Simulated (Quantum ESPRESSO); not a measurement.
**GaAs (F-43m): zone-centre phonons**

Which modes does GaAs (F-43m) have at the zone centre?

Calculated with Quantum ESPRESSO 7.5; DFT LDA, scalar-relativistic, plane waves, GBRV ultrasoft pseudopotentials.

### Step 1. Starting point

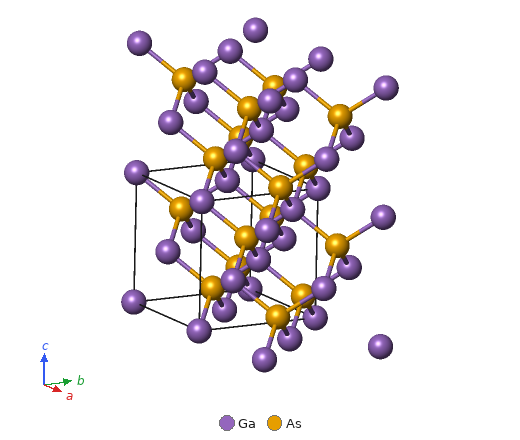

The cell as given, slightly off an axis (gallium purple, arsenic orange). 2×1×2 cells are drawn. This picture shows the conventional cell, with its axes. Bonds to atoms that aren't drawn are left out. Some periodic images of atoms are drawn too.

### Step 2. A probe with smearing

Before anything dear is run, a loose run with smearing shows whether this is a metal and how far the cell is from rest.

probe.in

```
 &control
    calculation='scf',
    prefix='x',
    outdir='./tmp',
    pseudo_dir='./pseudo',
    tprnfor=.true.,
    tstress=.true.,
    verbosity='high',
 /
 &system
    ibrav=2,
    celldm(1)=10.68394459,
    nat=2,
    ntyp=2,
    ecutwfc=50.0,
    ecutrho=400.0,
    occupations='smearing',
    smearing='gaussian',
    degauss=0.01,
 /
 &electrons
    conv_thr=1.0d-07,
    mixing_beta=0.7,
    electron_maxstep=100,
 /
ATOMIC_SPECIES
 Ga     69.7230  Ga.upf
 As     74.9216  As.upf
ATOMIC_POSITIONS crystal
 Ga     0.000000000   0.000000000   0.000000000
 As     0.250000000   0.250000000   0.250000000
K_POINTS automatic
 6 6 6 1 1 1
```

Run with:

```console
$ OMP_NUM_THREADS=1 mpirun -n 4 pw.x -nk 4 -in probe.in > probe.out
```

Output:

```text
[banners, grids, parts of the stress and lines that vanish by symmetry left out]
Program PWSCF v.7.5
     bravais-lattice index     =            2
     lattice parameter (alat)  =      10.6839  a.u.
[...]
kinetic-energy cutoff     =      50.0000  Ry
     charge density cutoff     =     400.0000  Ry
     scf convergence threshold =      1.0E-07
[...]
Exchange-correlation= SLA  PZ   NOGX NOGC
                           (   1   1   0   0   0   0   0)
[...]
24 Sym. Ops. (no inversion) found
[...]
(     0          1          0      )
                  (     0          0          1      )
[...]
(  0.0000000  1.0000000  0.0000000 )
                  (  0.0000000  0.0000000  1.0000000 )
[...]
(     1          0         -1      )
                  (     0          0         -1      )
[...]
(  0.0000000  1.0000000  0.0000000 )
[...]
(    -1          0          1      )
                  (    -1          0          0      )
[...]
(  0.0000000  0.0000000  1.0000000 )
                  (  0.0000000 -1.0000000  0.0000000 )
[...]
number of k points=    28  Gaussian smearing, width (Ry)=  0.0100
[...]
End of self-consistent calculation
[...]
the Fermi energy is     7.3705 ev
!    total energy              =    -454.82700839 Ry
[...]
convergence has been achieved in  10 iterations
[...]
atom    1 type  1   force =     0.00000000    0.00000000    0.00000000
     atom    2 type  2   force =    -0.00000000   -0.00000000    0.00000000
[...]
Total force =     0.000000     Total SCF correction =     0.000000
[...]
total   stress  (Ry/bohr**3)                   (kbar)     P=      -22.16
[...]
XML data file, charge density, pseudopotentials, collected wavefunctions

   JOB DONE.
```

Wall time 5.6 s (4 MPI ranks of Arm Neoverse V2, shared host).

Numbers from this step:

| Item | Value |
| --- | --- |
| volume per atom | 22.59 Å³ |
| pressure | -2.216 GPa |
| gap on the k-mesh | 1.015 eV |

A gap of 1.0 eV opens on this mesh, so the crystal is taken as an insulator; the start stands at -2.2 GPa.

### Step 3. Relaxing the cell and atoms

The relaxation runs at a cutoff a fifth above that of the response, since stress converges more slowly with the basis than frequencies do. Forces and stress are brought to rest with tight thresholds.

relax.in

```
 &control
    calculation='vc-relax',
    prefix='x',
    outdir='./tmp',
    pseudo_dir='./pseudo',
    tprnfor=.true.,
    tstress=.true.,
    forc_conv_thr=2.0d-05,
    etot_conv_thr=1.0d-07,
    nstep=40,
 /
 &system
    ibrav=2,
    celldm(1)=10.68394459,
    nat=2,
    ntyp=2,
    ecutwfc=60,
    ecutrho=480.0,
    occupations='fixed',
    nbnd=14,
 /
 &electrons
    conv_thr=1.0d-11,
    mixing_beta=0.7,
    electron_maxstep=100,
 /
 &ions
 /
 &cell
    press_conv_thr=0.2,
 /
ATOMIC_SPECIES
 Ga     69.7230  Ga.upf
 As     74.9216  As.upf
ATOMIC_POSITIONS crystal
 Ga     0.000000000   0.000000000   0.000000000
 As     0.250000000   0.250000000   0.250000000
K_POINTS automatic
 8 8 8 1 1 1
```

Run with:

```console
$ OMP_NUM_THREADS=1 mpirun -n 4 pw.x -nk 4 -in relax.in > relax.out
```

Output:

```text
[banners, grids, parts of the stress and lines that vanish by symmetry left out]
[banner, memory and clock lines left out]
Program PWSCF v.7.5

[...]
kinetic-energy cutoff     =      60.0000  Ry
     charge density cutoff     =     480.0000  Ry
     scf convergence threshold =      1.0E-11
[...]
energy convergence thresh.=      1.0E-07
     force convergence thresh. =      2.0E-05
     press convergence thresh. =      2.0E-01
     Exchange-correlation= SLA  PZ   NOGX NOGC
                           (   1   1   0   0   0   0   0)
[...]
24 Sym. Ops. (no inversion) found
[...]
number of k points=    60
[...]
End of self-consistent calculation
[...]
highest occupied, lowest unoccupied level (ev):     6.9045    7.8467
!    total energy              =    -454.82753127 Ry
[...]
convergence has been achieved in  16 iterations
[...]
atom    1 type  1   force =     0.00000000    0.00000000    0.00000000
     atom    2 type  2   force =     0.00000000    0.00000000    0.00000000
     Total force =     0.000000     Total SCF correction =     0.000000
[...]
total   stress  (Ry/bohr**3)                   (kbar)     P=      -16.22
[...]
number of bfgs steps    =   0
[...]
CELL_PARAMETERS (alat= 10.68394459)
[...]
ATOMIC_POSITIONS (crystal)
Ga               0.0000000000        0.0000000000        0.0000000000
As               0.2500000000        0.2500000000        0.2500000000
[...]
New effective cutoffs (rho, wfc):  482.36   60.33
[...]
End of self-consistent calculation
[...]
highest occupied, lowest unoccupied level (ev):     7.0092    7.9754
!    total energy              =    -454.82775994 Ry
[...]
convergence has been achieved in   6 iterations
[...]
atom    1 type  1   force =     0.00000000   -0.00000000    0.00000000
     atom    2 type  2   force =     0.00000000    0.00000000    0.00000000
     Total force =     0.000000     Total SCF correction =     0.000000
[...]
total   stress  (Ry/bohr**3)                   (kbar)     P=      -10.73
[...]
number of bfgs steps    =   1
[...]
CELL_PARAMETERS (alat= 10.68394459)
[...]
ATOMIC_POSITIONS (crystal)
Ga               0.0000000000        0.0000000000       -0.0000000000
As               0.2500000000        0.2500000000        0.2500000000
[...]
New effective cutoffs (rho, wfc):  486.38   60.84
[...]
End of self-consistent calculation
[...]
highest occupied, lowest unoccupied level (ev):     7.1685    8.1714
!    total energy              =    -454.82791464 Ry
[...]
convergence has been achieved in   8 iterations
[...]
atom    1 type  1   force =    -0.00000000   -0.00000000    0.00000000
     atom    2 type  2   force =    -0.00000000    0.00000000   -0.00000000
     Total force =     0.000000     Total SCF correction =     0.000000
[...]
total   stress  (Ry/bohr**3)                   (kbar)     P=       -1.87
[...]
number of bfgs steps    =   2
[...]
CELL_PARAMETERS (alat= 10.68394459)
[...]
ATOMIC_POSITIONS (crystal)
[...]
New effective cutoffs (rho, wfc):  487.23   60.94
[...]
End of self-consistent calculation
[...]
highest occupied, lowest unoccupied level (ev):     7.2022    8.2129
!    total energy              =    -454.82791952 Ry
[...]
convergence has been achieved in   7 iterations
[...]
atom    1 type  1   force =     0.00000000    0.00000000   -0.00000000
     atom    2 type  2   force =    -0.00000000   -0.00000000    0.00000000
     Total force =     0.000000     Total SCF correction =     0.000000
[...]
total   stress  (Ry/bohr**3)                   (kbar)     P=        0.04
[...]
number of bfgs steps    =   3
[...]
small trust_radius: resetting bfgs history
[...]
CELL_PARAMETERS (alat= 10.68394459)
[...]
ATOMIC_POSITIONS (crystal)
[...]
New effective cutoffs (rho, wfc):  487.23   60.94
[...]
End of self-consistent calculation
[...]
highest occupied, lowest unoccupied level (ev):     7.2020    8.2126
!    total energy              =    -454.82791952 Ry
[...]
convergence has been achieved in   4 iterations
[...]
atom    1 type  1   force =     0.00000000    0.00000000    0.00000000
     atom    2 type  2   force =    -0.00000000   -0.00000000   -0.00000000
     Total force =     0.000000     Total SCF correction =     0.000000
[...]
total   stress  (Ry/bohr**3)                   (kbar)     P=        0.03
[...]
bfgs converged in   5 scf cycles and   4 bfgs steps
[...]
End of BFGS Geometry Optimization
     Final enthalpy           =    -454.8279195249 Ry
     File ./tmp/x.bfgs deleted, as requested
[...]
CELL_PARAMETERS (alat= 10.68394459)
[...]
ATOMIC_POSITIONS (crystal)
Ga              -0.0000000000        0.0000000000       -0.0000000000
As               0.2500000000        0.2500000000        0.2500000000
[...]
Final scf calculation at the relaxed structure.
[...]
kinetic-energy cutoff     =      60.0000  Ry
     charge density cutoff     =     480.0000  Ry
     scf convergence threshold =      1.0E-13
[...]
press convergence thresh. =      2.0E-01
     Exchange-correlation= SLA  PZ   NOGX NOGC
                           (   1   1   0   0   0   0   0)
[...]
24 Sym. Ops. (no inversion) found
[...]
number of k points=    60
[...]
c_bands:  1 eigenvalues not converged
     c_bands:  1 eigenvalues not converged
     c_bands:  1 eigenvalues not converged
     c_bands:  1 eigenvalues not converged
     c_bands:  1 eigenvalues not converged
[...]
End of self-consistent calculation
[...]
highest occupied, lowest unoccupied level (ev):     7.2020    8.2126
!    total energy              =    -454.82785929 Ry
[...]
convergence has been achieved in  19 iterations
[...]
atom    1 type  1   force =     0.00000000    0.00000000    0.00000000
     atom    2 type  2   force =    -0.00000000    0.00000000   -0.00000000
     Total force =     0.000000     Total SCF correction =     0.000000
[...]
total   stress  (Ry/bohr**3)                   (kbar)     P=        0.22
[...]
XML data file, charge density, pseudopotentials, collected wavefunctions
```

The job ended after 70 s (4 MPI ranks; 4.7 min of CPU time).

Relaxation path:

| step | energy less that of the first step (eV) | largest force (eV/Å) | pressure (GPa) | volume (Å³) |
| --- | --- | --- | --- | --- |
| 1 | 0.0000 | 0.0000 | -1.62 | 45.18 |
| 2 | -0.0031 | 0.0000 | -1.07 | 44.81 |
| 3 | -0.0052 | 0.0000 | -0.19 | 44.25 |
| 4 | -0.0053 | 0.0000 | 0.00 | 44.14 |
| 5 | -0.0053 | 0.0000 | 0.00 | 44.14 |
| 6 | -0.0045 | 0.0000 | 0.02 | 44.14 |

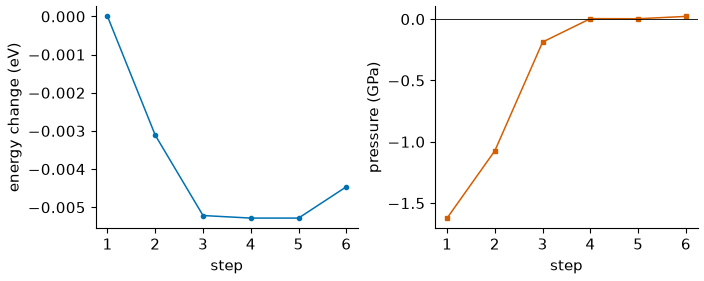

Energy and pressure along the relaxation.

| conventional cell, symmetrised | before | after | change |
| --- | --- | --- | --- |
| a (Å) | 5.654 | 5.610 | -0.8 % |
| b (Å) | 5.654 | 5.610 | -0.8 % |
| c (Å) | 5.654 | 5.610 | -0.8 % |
| volume (Å³/atom) | 22.59 | 22.07 | -2.3 % |

The relaxed structure:

```
Ga As
1.0
    -2.80494    0.00000    2.80494
     0.00000    2.80494    2.80494
    -2.80494    2.80494    0.00000
Ga As
1 1
Direct
  0.00000 0.00000 0.00000
  0.25000 0.25000 0.25000
```

The last row of the table of steps is pw.x's closing run on a basis chosen anew for the final cell, so its energy can jump.

Read from the output:

```yaml
volume_per_atom: 22.07 Å³
pressure: 0.02200 GPa
gap_on_the_k_mesh: 1.011 eV
```

The volume changes by -2.3 % from the cell with which this run began.

### Step 4. Ground state

The response is built on this ground state, so it is converged far tighter than an energy would need. With a gap, occupations are fixed, which also allows the response to an electric field.

scf.in

```
 &control
    calculation='scf',
    prefix='x',
    outdir='./tmp',
    pseudo_dir='./pseudo',
    tprnfor=.true.,
    tstress=.true.,
 /
 &system
    ibrav=2,
    celldm(1)=10.60113111,
    nat=2,
    ntyp=2,
    ecutwfc=50.0,
    ecutrho=400.0,
    occupations='fixed',
    nbnd=14,
 /
 &electrons
    conv_thr=1.0d-12,
    mixing_beta=0.7,
    electron_maxstep=100,
 /
ATOMIC_SPECIES
 Ga     69.7230  Ga.upf
 As     74.9216  As.upf
ATOMIC_POSITIONS crystal
 Ga     0.000000000   0.000000000   0.000000000
 As     0.250000000   0.250000000   0.250000000
K_POINTS automatic
 8 8 8 1 1 1
```

Run with:

```console
$ OMP_NUM_THREADS=1 mpirun -n 4 pw.x -nk 4 -in scf.in > scf.out
```

Output:

```text
[banners, grids, parts of the stress and lines that vanish by symmetry left out]
[banner, memory and clock lines left out]
Program PWSCF v.7.5

[...]
kinetic-energy cutoff     =      50.0000  Ry
     charge density cutoff     =     400.0000  Ry
     scf convergence threshold =      1.0E-12
[...]
Exchange-correlation= SLA  PZ   NOGX NOGC
                           (   1   1   0   0   0   0   0)
[...]
24 Sym. Ops. (no inversion) found
[...]
number of k points=    60
[...]
End of self-consistent calculation
[...]
highest occupied, lowest unoccupied level (ev):     7.2026    8.2131
!    total energy              =    -454.82735590 Ry
[...]
convergence has been achieved in  16 iterations
[...]
atom    1 type  1   force =     0.00000000    0.00000000   -0.00000000
     atom    2 type  2   force =    -0.00000000    0.00000000   -0.00000000
     Total force =     0.000000     Total SCF correction =     0.000000
[...]
total   stress  (Ry/bohr**3)                   (kbar)     P=       -0.22
[...]
XML data file, charge density, pseudopotentials, collected wavefunctions
```

It took 12 s on 4 MPI ranks.

Read from the output:

```yaml
pressure: -0.02200 GPa
```

The cell stands at -0.022 GPa, close enough for phonons.

(Part 1 of 4 ends here.)

[Host names and launcher messages were left out of these logs when they were recorded.]

[Logs are printed without paths, hosts, clocks, repeated set-up lines and the standing remarks that a program may print on its own settings, such as how far it seeks lower states.]

[Hosts, paths, dates, database ids (printed as entryN), source tags and the programs' standing remarks are cut or masked in the printed files.]
